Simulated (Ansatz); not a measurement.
**What a change does: band-structure calculation on CdS**

System: CdS (4 atoms in the cell).
Method of run 1: DFT, PBE, plane waves, PAW, no spin polarisation (Ansatz 0.2.0).

The structure derives from an entry of the Crystallography Open Database. The geometry comes from this level: r2SCAN (a point of a series of strains). Text and figures count atoms from 1; the logs count them from 0 in places.

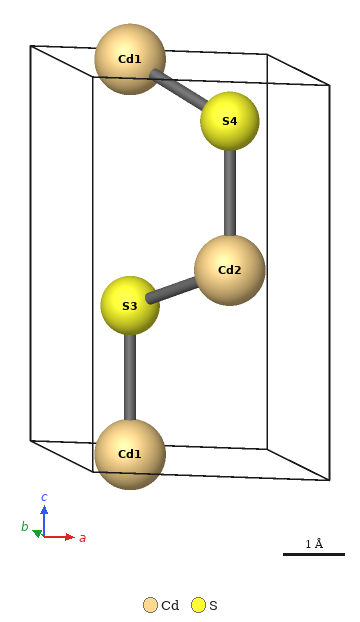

Fig. 1: The structure (ball-and-stick view of the cell of the calculation, seen slightly off an axis; atoms are numbered from 1 in the order of the input). Near neighbours in the crystal (not all of them lie inside the picture): Cd has 4 S at 2.49 Å; S has 4 Cd at 2.49 Å.

**Input file, run 1**
```yaml
crystal:
  lattice:
    - [4.0738324942, 0.0, 0.0]
    - [-2.0369162471, 3.5280424308, 0.0]
    - [0.0, 0.0, 6.6184771483]
  atoms:
    - { symbol: Cd, position: [0.3333333333, 0.6666666667, -0.0009650885] }
    - { symbol: Cd, position: [0.6666666667, 0.3333333333, 0.4990349115] }
    - { symbol: S, position: [0.3333333333, 0.6666666667, 0.3759650885] }
    - { symbol: S, position: [0.6666666667, 0.3333333333, 0.8759650885] }
kpoints:
  mp_grid: { grid: [12, 12, 4] }
  band_path:
    path:
      - [0.0, 0.0, 0.0]
      - [0.5, 0.0, 0.0]
      - [0.3333333333, 0.3333333333, 0.0]
      - [0.0, 0.0, 0.5]
      - [0.5, 0.0, 0.5]
      - [0.3333333333, 0.3333333333, 0.5]
    npoints: 1
hamiltonian:
  xc: pbe
scf:
  occupations: { method: fermi_dirac, width: 0.02 }
  n_extra_bands: 5
output:
  forces: true
  stress: true
  eigenvalues: true
```

Launched with:
```bash
ansatz run input.yaml --threads 4 --pin off --max-ram 3686MiB --backend cpu --events-out ev --progress --plain --runs-dir out
```

Hardware: 4 threads of Arm Neoverse N1, 16 GiB of memory available, shared host.

**Output, shortened to warnings, some set-up lines, iterations and results (run 1)**
```
Basis set: ecut = 420 eV, 1811 PW (Γ), exchange–correlation on 60×60×90 points (8 copies of the dense FFT grid, shifted against one another)
Symmetry: 12 space group operations
k-points: 57 of 576 (time reversal used)
Initial density: superposition of atomic densities (neutral atoms: chi_scale 0, normalization atom), corrected by the library's trained network
[...]
SCF iter   1: F=—  HF=-18315.507149 eV  |F-HF|=—  |Δ(HF+E_count)|=         —  Δρ=6.42e-4  dr2=3.79e-4  ethr=1.77e-3  ⟨swp⟩=6.2  Hψ=7248  notcnv=0
SCF iter   2: F=—  HF=-18315.508759 eV  |F-HF|=—  |Δ(HF+E_count)|=   1.61e-3  Δρ=2.86e-4  dr2=8.11e-5  ethr=7.30e-7  ⟨swp⟩=2.8  Hψ=3844  notcnv=0  defer=3
SCF iter   3: F=—  HF=-18315.508824 eV  |F-HF|=—  |Δ(HF+E_count)|=   6.52e-5  Δρ=1.27e-4  dr2=1.37e-5  ethr=1.56e-7  ⟨swp⟩=2.0  Hψ=2085  notcnv=0  defer=3
SCF iter   4: F=—  HF=-18315.508858 eV  |F-HF|=—  |Δ(HF+E_count)|=   3.37e-5  Δρ=3.49e-5  dr2=1.20e-6  ethr=2.64e-8  ⟨swp⟩=2.0  Hψ=2736  notcnv=0  defer=3
SCF iter   5: F=-18315.508860 eV  HF=-18315.508860 eV  |F-HF|=1.07e-7  |Δ(HF+E_count)|=   2.47e-6  Δρ=1.08e-5  dr2=9.83e-8  ethr=2.31e-9  ⟨swp⟩=2.0  Hψ=2736  notcnv=0  defer=3
SCF iter   6: F=-18315.508860 eV  HF=-18315.508860 eV  |F-HF|=3.91e-9  |Δ(HF+E_count)|=   1.29e-7  Δρ=3.09e-6  dr2=1.14e-8  ethr=1.89e-10  ⟨swp⟩=5.1  Hψ=7501  notcnv=0
SCF 1 converged in 6 iterations: F = -18315.508860 eV  dr2 = 1.14e-8
NSCF: frozen V_eff on 6 k-points
SCF converged after 6 iterations
Free energy (F): -18315.508860 eV
Harris-Foulkes:  -18315.508860 eV  (|F-HF|=3.91e-9)
Internal energy: -18315.508860 eV  (E = F + TS)
E sigma→0 (E₀):  -18315.508860 eV
Fermi energy:    8.190494 eV
--- Per-component energies (eV) ---
  E_band       = -987.584235
  E_kinetic    = 1226.385518
  E_local      = -7908.041656  (includes V_loc(G=0)·N_el)
  E_nonlocal   = 124.238534
  E_hartree    = 3639.893668
  E_xc         = -549.105447
  E_vxc        = -620.029356  (∫ρ·V_xc dr)
  E_paw        = -9367.288034  (= ΣΔE_a)
  E_vpaw       = -1089.930888  (= ΣTr[D̂ρ^β])
  E_aug_tail   = 0.000031  (compensation charges beyond the density's cutoff)
  E_ewald      = -5481.591474
  E_smearing   = -0.000000  (= −TS)
  E_closure    = 0.000000  (closes the sum)
  Σ components = -18315.508860   (vs F -18315.508860, Δ=0.00e0)
--- Forces (eV/Å), atoms counted from 1 ---
  atom   1  Cd     0.00000000    -0.00000000     0.00408079
  atom   2  Cd     0.00000000    -0.00000000     0.00408079
  atom   3  S      0.00000000     0.00000000    -0.00408167
  atom   4  S     -0.00000000    -0.00000000    -0.00408167
  max |Σ_I F_I| component: 1.77e-6 eV/Å
--- Stress (GPa, compression-positive) ---
        5.905729      -0.000000      -0.000000
        0.000000       5.905729      -0.000000
       -0.000000       0.000000       5.985541
  P = ⅓ Tr σ = 5.9323 GPa (59.323 kbar)
```

The input of run 2 differs as follows (lines with − go, lines with + come):
```diff
-  xc: pbe
+  xc: r2scan
-  occupations: { method: fermi_dirac, width: 0.02 }
+  occupations: { method: fixed }
```

Predict how the results change.

The total energies belong to different methods, so their difference says nothing on which is more stable or more accurate. The gap on the mesh goes from 1.32 to 1.79 eV. The pressure goes from 5.93 to 4.60 GPa. The functional changes from PBE to r2SCAN. The number of SCF iterations is the same. The default cutoff goes from 420 to 500 eV with the change. The plane waves at Γ go from 1811 to 2383. On the same kind of shared host run 2 took about 2.7 times as long.

**Output, shortened to warnings, some set-up lines, iterations and results (run 2)**
```
Basis set: ecut = 500 eV, 2383 PW (Γ), exchange–correlation on 120×120×200 points (64 copies of the dense FFT grid, shifted against one another)
Symmetry: 12 space group operations
k-points: 57 of 576 (time reversal used)
Initial density: superposition of atomic densities (neutral atoms: chi_scale 0, normalization atom), corrected by the library's trained network
[...]
SCF iter   1: F=—  HF=-18351.115959 eV  |F-HF|=—  |Δ(HF+E_count)|=         —  Δρ=6.12e-3  dr2=1.91e-2  dr2_τ=3.44e-2  ethr=1.77e-3  ⟨swp⟩=4.9  Hψ=6073  notcnv=0  defer=164
SCF iter   2: F=—  HF=-18351.142062 eV  |F-HF|=—  |Δ(HF+E_count)|=   2.61e-2  Δρ=3.50e-3  dr2=4.93e-3  dr2_τ=9.35e-4  ethr=3.66e-5  ⟨swp⟩=3.1  Hψ=3525  notcnv=0  defer=169
SCF iter   3: F=—  HF=-18351.144164 eV  |F-HF|=—  |Δ(HF+E_count)|=   2.10e-3  Δρ=7.60e-4  dr2=3.72e-4  dr2_τ=2.67e-5  ethr=9.48e-6  ⟨swp⟩=2.6  Hψ=2780  notcnv=0  defer=169
SCF iter   4: F=—  HF=-18351.144327 eV  |F-HF|=—  |Δ(HF+E_count)|=   1.64e-4  Δρ=1.42e-4  dr2=1.90e-5  dr2_τ=9.53e-7  ethr=7.15e-7  ⟨swp⟩=2.8  Hψ=3234  notcnv=0  defer=169
SCF iter   5: F=—  HF=-18351.144357 eV  |F-HF|=—  |Δ(HF+E_count)|=   2.94e-5  Δρ=4.93e-5  dr2=2.34e-6  dr2_τ=8.81e-8  ethr=3.65e-8  ⟨swp⟩=2.0  Hψ=2628  notcnv=0  defer=57
SCF iter   6: F=-18351.144358 eV  HF=-18351.144358 eV  |F-HF|=4.19e-8  |Δ(HF+E_count)|=   1.29e-6  Δρ=8.59e-6  dr2=9.97e-8  dr2_τ=5.80e-9  ethr=1.92e-10  ⟨swp⟩=8.3  Hψ=9902  …
SCF 1 converged in 6 iterations: F = -18351.144358 eV  dr2 = 9.97e-8
NSCF: frozen V_eff on 6 k-points
SCF converged after 6 iterations
Free energy (F): -18351.144358 eV
Harris-Foulkes:  -18351.144358 eV  (|F-HF|=4.19e-8)
Internal energy: -18351.144358 eV  (E = F + TS)
E sigma→0 (E₀):  -18351.144358 eV
Fermi energy:    7.253847 eV
--- Per-component energies (eV) ---
  E_band       = -1042.205027
  E_kinetic    = 1227.063236
  E_local      = -7913.213434  (includes V_loc(G=0)·N_el)
  E_nonlocal   = 126.162210
  E_hartree    = 3644.791849
  E_xc         = -521.584134
  E_vxc        = -682.746365  (∫ρ·V_xc dr)
  E_paw        = -9431.423550  (= ΣΔE_a)
  E_vpaw       = -1132.549127  (= ΣTr[D̂ρ^β])
  E_aug_tail   = 0.000014  (compensation charges beyond the density's cutoff)
  E_vtau       = 43.493344  (kinetic-family band-sum trace: ∫τ·v_τ [+ j·A + Jᵃ·Aᵃ] dr)
  E_ewald      = -5481.591474
  E_core_change = -1.349075  (= ΣΔE_core)
  E_smearing   = -0.000000  (= −TS)
  E_closure    = 0.000000  (closes the sum)
  Σ components = -18351.144358   (vs F -18351.144358, Δ=0.00e0)
--- Forces (eV/Å), atoms counted from 1 ---
  atom   1  Cd     0.00000000     0.00000000     0.00243835
  atom   2  Cd     0.00000000    -0.00000000     0.00243835
  atom   3  S      0.00000000     0.00000000    -0.00248942
  atom   4  S     -0.00000000    -0.00000000    -0.00248942
  max |Σ_I F_I| component: 1.02e-4 eV/Å
--- Stress (GPa, compression-positive) ---
        4.591315       0.000000      -0.000000
        0.000000       4.591315       0.000000
       -0.000000       0.000000       4.613883
  P = ⅓ Tr σ = 4.5988 GPa (45.988 kbar)
```

**The two runs side by side**

| quantity | run 1 | run 2 |
| --- | --- | --- |
| outcome | converged | converged |
| free energy per atom (eV) | −4578.8772 | −4587.7861 |
| gap on the mesh (eV) | 1.32 | 1.79 |
| pressure (GPa) | 5.93 | 4.60 |
| largest force (eV/Å) | 0.004 | 0.002 |
| SCF iterations | 6 | 6 |
| irreducible k-points | 57 | 57 |
| plane waves at Γ | 1811 | 2383 |
| wall time (shared host) | 6.8 s | 18 s |

For run 1: The cell is under a pressure of 5.9 GPa at this level, so it is not at its equilibrium volume.
